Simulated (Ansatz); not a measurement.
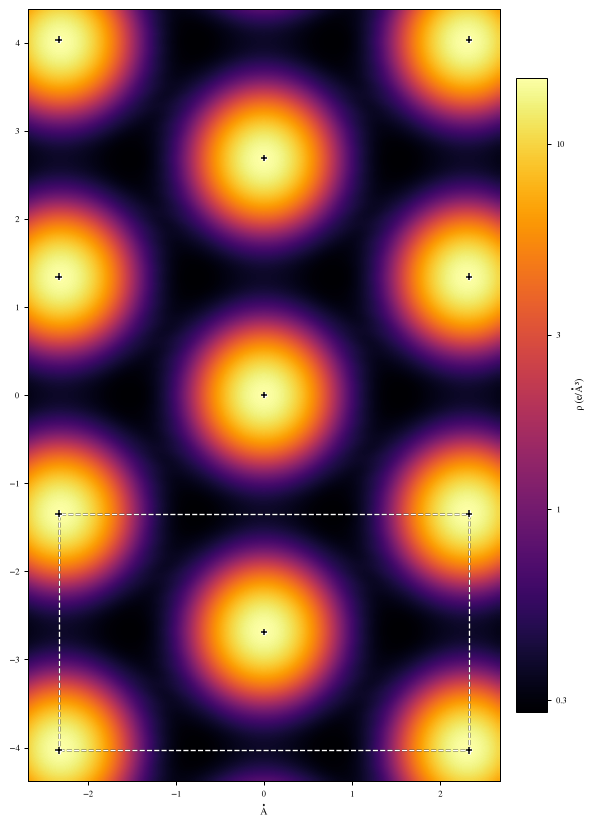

The valence electron density on a plane through atoms (crosses mark nuclei in the plane).

Computed with DFT PBE, scalar-relativistic, plane waves, PAW (Ansatz).

Candidates:
A. Al (interface cell), a = 4.04 Å, b = 4.95 Å, c = 19.01 Å, α = 90.00°, β = 90.00°, γ = 114.09°. 
B. Rh, a = 4.66 Å, b = 2.69 Å, c = 13.18 Å, α = 90.00°, β = 91.69°, γ = 90.00°. Space group C2/m; not relaxed (largest force 1.0 eV/Å); computed pressure about 7 GPa in this cell; computed without spin polarisation.
C. C, a = 3.57 Å, b = 3.57 Å, c = 3.57 Å, α = 90.00°, β = 90.00°, γ = 90.00°. Space group Fd-3m.

**Which candidate gave the map?**

Candidate B: Rh on the (001) plane of the conventional cell, which holds Rh. Rh–Rh (2.69 Å): ρ at the midpoint is about 0.37 e/Å³.
